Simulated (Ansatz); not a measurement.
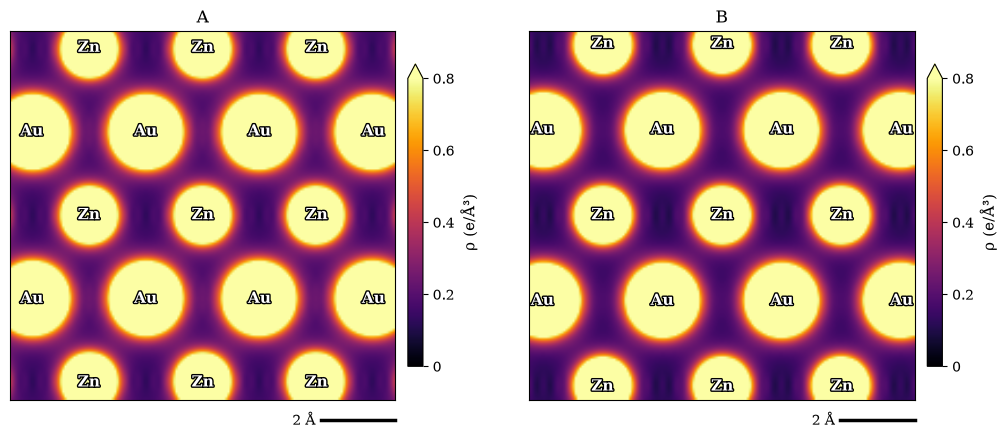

ZnAu. The valence pseudo-density of two cells that differ in size and shape, on the (011) plane of each (indices in the axes of the calculation cell), at one length scale and on one colour scale; one has 15.6 and the other 17.2 Å³ an atom.

Space group P4/mmm; computed without spin polarisation.

The calculation used DFT PBE, scalar-relativistic, plane waves, PAW (Ansatz 0.2.0).

The density is the valence pseudo-density of a PAW calculation; it isn't the true density close to the nuclei.

The larger cell:

```
Zn Au
1.0
     3.22567    0.00000    0.00000
     0.00000    3.22567    0.00000
     0.00000    0.00000    3.30435
Zn Au
1 1
Direct
  0.50000 0.50000 0.50000
  0.00000 0.00000 0.00000
```

The smaller cell: a = 3.068 Å, b = 3.068 Å, c = 3.304 Å, α = 90.00°, β = 90.00°, γ = 90.00°.

**Which is the denser cell? Describe the effect of the change.**

Panel A is the smaller cell, by 10 % in volume. From the larger cell to the smaller, Zn–Au goes from 2.82 to 2.73 Å, and the density at its midpoint from 0.25 to 0.29 e/Å³; the pressure goes from −6 to 5 GPa.
